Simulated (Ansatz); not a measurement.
Mo

Input

```
crystal:
  lattice:
    - [-1.5435075, 1.571, 1.5435075]
    - [1.5984925, -1.571, 1.5984925]
    - [1.5435075, 1.571, -1.5435075]
  atoms:
    - { symbol: Mo, position: [0.0, 0.0, 0.0] }
basis:
  ecutwfc: 420
kpoints:
  mp_grid: { grid: [22, 22, 22] }
hamiltonian:
  xc: pbe
scf:
  occupations: { method: gaussian, width: 0.15 }
output:
  forces: true
  stress: true
  eigenvalues: true
  write_density: true
  write_potential: true
  elf: true
  volumetric_format: npy
```

Command:

```sh
ansatz run input.yaml --threads 1 --pin off --max-ram 2560MiB --backend cpu --events-out ev --progress --plain --runs-dir out
```

Below, planes, directions and counts refer to the conventional cell (a = 3.14 Å, b = 4.37 Å, c = 4.52 Å, α = 90.00°, β = 90.00°, γ = 90.00°).

Space group Fmmm; changed on purpose from its base cell (strain +0.0350 x Voigt [0, 0, 0, 0, 1, 0], atoms carried along); computed pressure about 5 GPa in this cell; computed without spin polarisation.

Theory: Ansatz, DFT PBE, scalar-relativistic, plane waves, PAW.

Q: What can the converged valence pseudo-density and electron localisation function tell about the bonding?

A: Mo–Mo (2.75 Å): ρ is about 0.36 e/Å³ halfway; the ELF is about 0.30 at the midpoint: no shared electron pair shows on this line.

Q: Does the calculation give a band gap?

A: It is metallic or semimetallic at this level of theory: no gap opens.

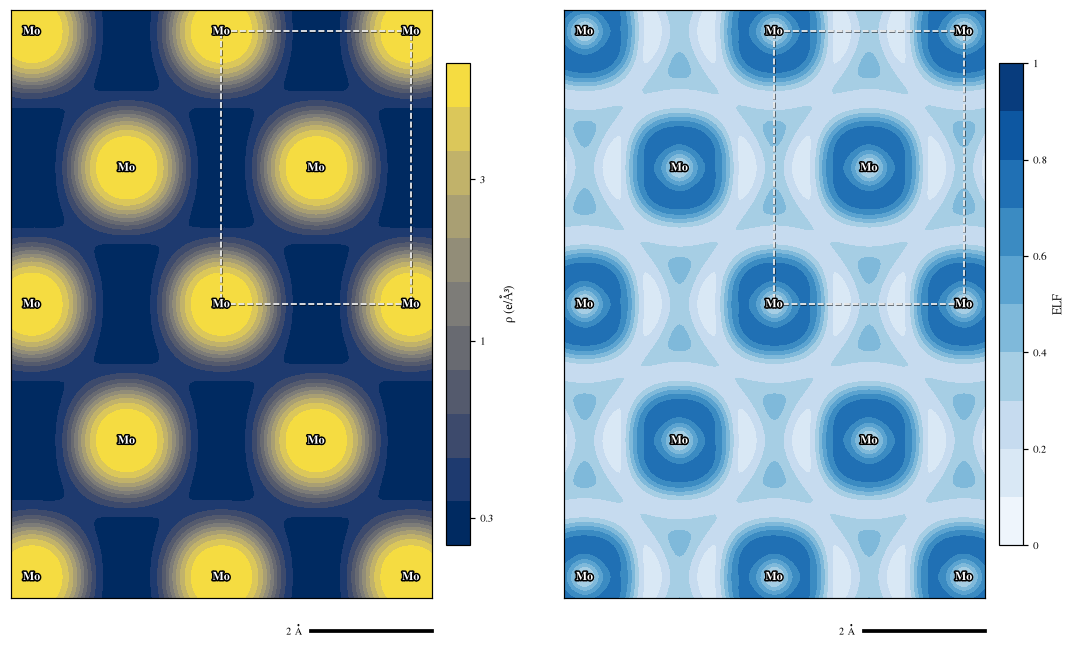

Computed valence pseudo-density and electron localisation function on the (010) plane of the conventional cell, in this order. 

In a PAW calculation such maps are meaningful between the atoms, not at the nuclei.
